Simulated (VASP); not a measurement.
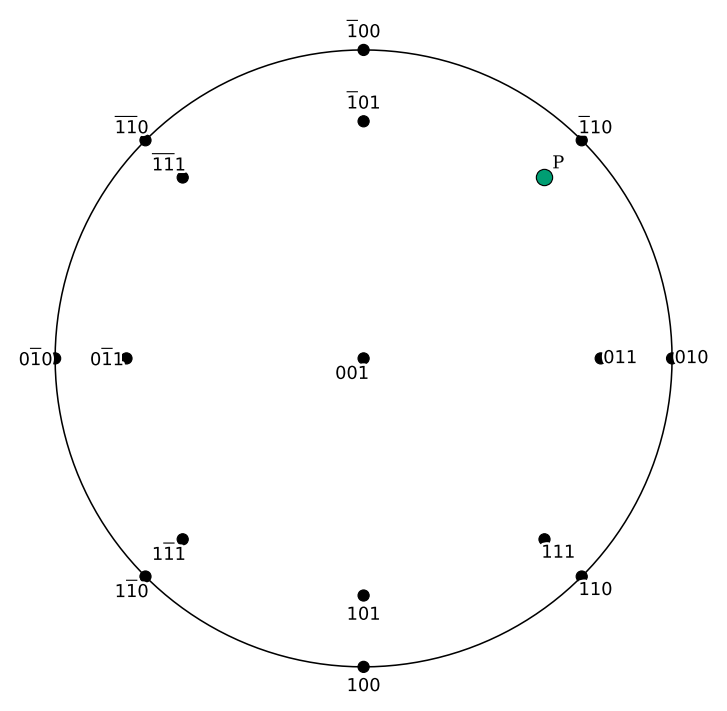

For Cs, a cell listed in the Materials Project, as set up for an electronic-structure calculation: stereographic projection of plane normals (upper hemisphere) centred on (0 0 1). All values are computed from the atomic coordinates in the standard setting (tolerance 0.002 Å).

a = 5.108 Å, b = 5.108 Å, c = 19.192 Å, α = 90.00°, β = 90.00°, γ = 90.00°.

Index the pole marked P.

Answer. P is (−1 1 1), 79.3° from the centre.

What is the angle between the normals of (0 −1 0) and (−1 0 1), and what are their d_hkl = 1/|g|?

Answer. 90.0°; d = 5.108 Å and 4.936 Å.
